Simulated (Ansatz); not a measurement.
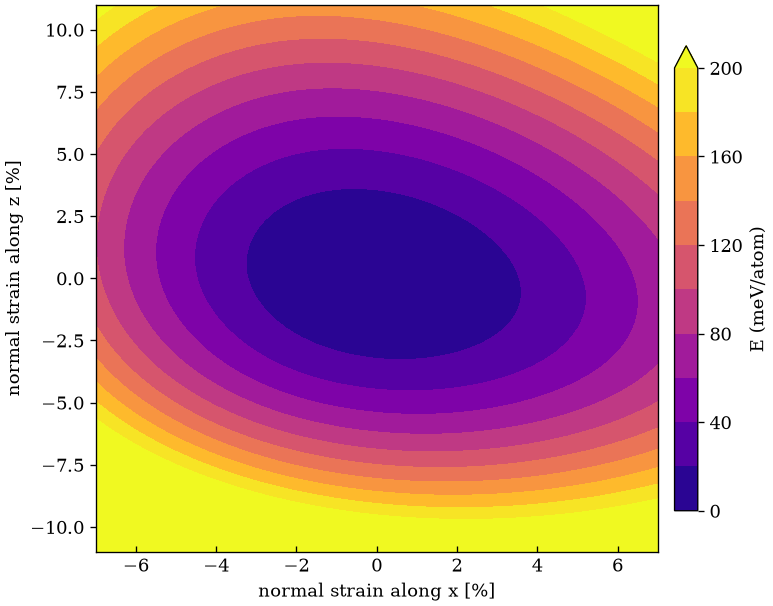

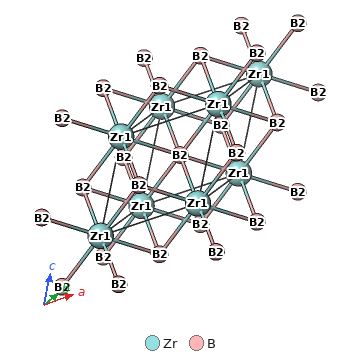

Energy landscape of ZrB (Fm-3m, No. 225; 2 atoms in the cell). The energy is mapped over two homogeneous strains (x, y and z along the cube axes). The first coordinate is: normal strain along x; the second: normal strain along z. Nothing is relaxed (symmetry fixes all fractional coordinates). The scan uses a 7 × 7 grid. Points are written as (first, second). All energies are given in meV/atom relative to the lowest grid point. These are results of DFT LDA, scalar-relativistic, plane waves, PAW (Ansatz), not measurements. Settings: cutoff 520 eV, k-mesh 16×16×16, gaussian smearing 0.15 eV, no spin polarisation.

Drawn: filled contours, one colour for all values above the top of the scale. Between grid points the surface is interpolated. The second picture is the structure at the lowest point

Summarise what can be read from the map.

Answer. The lowest grid point is at (0.00 %, 0.0 %). No other kind of well shows on this grid. The highest grid point, (−7.00 %, −11.0 %), lies 447 meV/atom above the lowest. Round the minimum the valley is somewhat tilted: raising normal strain along x shifts the best value of normal strain along z downwards (coupling k₁₂/√(k₁₁k₂₂) about 0.2).

The values on the grid:

```csv
"normal strain along z ↓, normal strain along x →",−7.00,−4.67,−2.33,0.00,2.33,4.67,7.00
11.0,211,169,151,153,174,210,256
7.3,148,100,77,76,93,125,169
3.7,108,55,27,21,34,63,103
0.0,104,44,10,0,9,33,70
−3.7,149,82,42,26,30,50,82
−7.3,260,185,137,115,112,125,152
−11.0,447,361,304,272,260,266,284
```

The input of one point:

```yaml
crystal:
  lattice:
    - [0.0, 2.4153850465, 2.4153850465]
    - [2.4153850465, 0.0, 2.4153850465]
    - [2.4153850465, 2.4153850465, 0.0]
  atoms:
    - { symbol: Zr, position: [0.0, 0.0, 0.0] }
    - { symbol: B, position: [0.5, 0.5, 0.5] }
basis:
  ecutwfc: 520.0
kpoints:
  mp_grid: { grid: [16, 16, 16] }
hamiltonian:
  xc: lda
scf:
  occupations: { method: gaussian, width: 0.15 }
output:
  forces: true
  stress: true
  eigenvalues: true
```

Each point was launched as `ansatz run input.yaml --threads 1 --pin off --max-ram 2048MiB --backend cpu --events-out ev --progress --plain --runs-dir out`. The whole map (49 points run) took 11 min on 1 thread of Arm Neoverse V1 (shared host).
